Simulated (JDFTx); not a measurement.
## A series of single points on MgS

System: MgS (Fm-3m, 2 atoms in the cell).
Method: Kohn-Sham DFT of a periodic cell, LDA, PseudoDojo-SR-LDA-0.4.1-standard, no spin polarisation (JDFTx 1.7.0 (patched build)).

The 7 runs differ only in the geometry, by an even scaling of the cell at fixed fractional positions. The structure derives from an entry of the Crystallography Open Database.

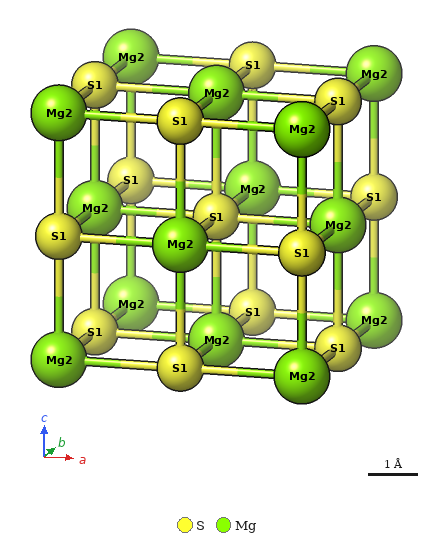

Figure 1. The structure of run 4 (ball-and-stick view of the cell 4 times as large as that of the calculation, set on its symmetry axes, seen slightly off an axis; atoms are numbered from 1 in the order of the input). An atom can appear more than once, as a periodic image.

**Input of run 4**
```
lattice Face-Centered Cubic 9.8328119443
coords-type Lattice
ion S      0.5000000000     0.5000000000     0.5000000000 1
ion Mg     0.0000000000     0.0000000000     0.0000000000 1

ion-species pseudo/S.upf
ion-species pseudo/Mg.upf
elec-cutoff 42 336
elec-ex-corr lda-PW
kpoint-folding 9 9 9
elec-smearing Fermi 0.0018374661
elec-n-bands 14
electronic-SCF nIterations 100 energyDiffThreshold 1e-09
electronic-minimize nIterations 30 energyDiffThreshold 1e-7
forces-output-coords Cartesian

dump-name run.$VAR
dump End Ecomponents EigStats BandEigs Kpoints Forces Stress ElecDensity Dtot KEdensity
```

Command:
```bash
jdftx -c 1 -i MgS.in -o MgS.out
```

Lattice vectors (Å) and fractional positions of run 4:
```
   0.000000    2.601650    2.601650
   2.601650    0.000000    2.601650
   2.601650    2.601650    0.000000
S   0.500000  0.500000  0.500000
Mg  0.000000  0.000000  0.000000
```

Run 2 has the same physical settings and fractional positions; its lattice vectors (Å) are:
```
   0.000000    2.566488    2.566488
   2.566488    0.000000    2.566488
   2.566488    2.566488    0.000000
```

**Results, with one run withheld**

```tsv
run	volume per atom (Å³)	free energy per atom, from the lowest run given (meV)	pressure (GPa)	gap on the mesh (eV)
1	16.553	0.00	1.74	2.82
2	16.905	?	?	?
3	17.257	0.15	−1.72	2.74
4	17.609	5.54	−3.19	2.69
5	17.962	14.01	−4.52	2.65
6	18.314	25.23	−5.71	2.61
7	18.666	38.95	−6.78	2.57
```

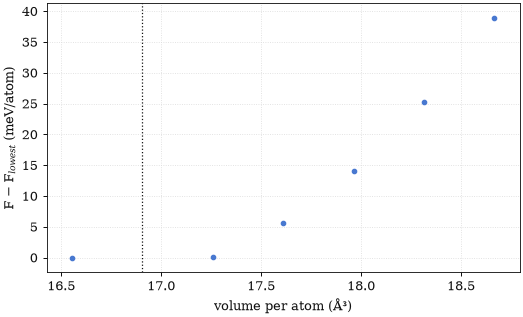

Figure 2. Free energy per atom of the runs given; the dotted line marks run 2.

What should run 2 give?

A cubic polynomial in V^(−2/3) (the Birch–Murnaghan form), fitted to the 6 runs given, misses them by at most 0.01 meV per atom. With x = V^(−2/3) − 0.14722 Å⁻², it reads F = 7.505 − 3984.8 x + 4.2549e+05 x² + 59261 x³ (meV per atom). At run 2 it gives −1.82 meV per atom, and the run itself gives −1.82. The slope of the fit gives a pressure −dF/dV of −0.07 GPa there, and the run prints −0.08 GPa. The fit has its minimum at 16.892 Å³ per atom, where V d²F/dV² gives 82.9 GPa: the bulk modulus at this level, since symmetry fixes the shape and the positions. The gap on the mesh goes, without turning, from 2.82 eV in run 1 to 2.57 eV in run 7; run 2 has 2.78 eV. These are gaps of this functional on this mesh, which can miss the band edges; they aren't the measured gap.

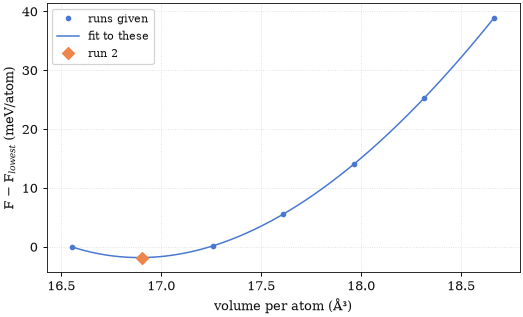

Figure 3. The fit and the withheld run.

**Some lines of the output (run 2)**
```
[...]
elec-smearing Fermi 0.00183747
unit cell volume = 228.163
     Etot =      -69.7019434845171162
        F =      -69.7019434845171162
	HOMO-LUMO gap: +0.102130
	Optical gap  : +0.139818 at state 0 ( [ +0.000000 +0.000000 +0.000000 ] spin 0 )
```
